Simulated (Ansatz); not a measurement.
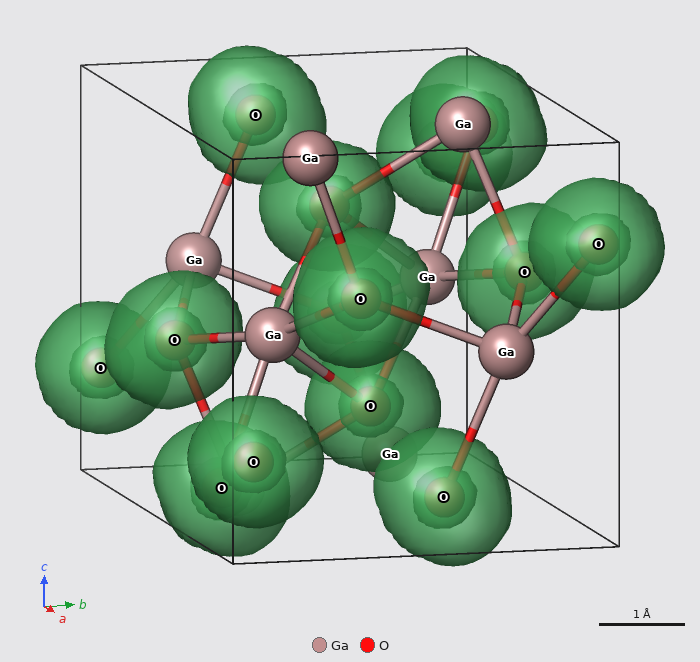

The picture shows: Ga2O3. Isosurface of the ELF at 0.7 (green), seen slightly off an axis. Only the valence region is drawn (cores and ρ < 0.01 e/Å³ removed). Sticks mark near contacts.

Space group Pbcn; computed pressure about 55 GPa in this cell.

Theory: Ansatz 0.2.0, DFT, r2SCAN, plane-wave PAW, default files, scalar-relativistic.

Core electrons are frozen (PAW), and the valence fields are smoothed inside the atomic spheres.

### Where are the electrons localised?

The ELF exceeds this value in twelve regions wrapped around O (the valence shell of each), counted in one cell of 20 atoms. Any copies at cell faces, edges or corners count once. Along the contacts the grid gives the following. Ga–O (1.84 Å): the ELF peaks at about 0.85 in the valence shell of O, 0.6 Å from its nucleus, and is about 0.35 at the midpoint. Ga–O (1.91 Å): the ELF peaks at about 0.85 in the valence shell of O, 0.6 Å from its nucleus, and is about 0.35 at the midpoint.

### Does the calculation give a band gap?

It is gapped, with a Kohn–Sham gap of 5.1 eV on the k-point mesh, an upper bound to the gap of this method.
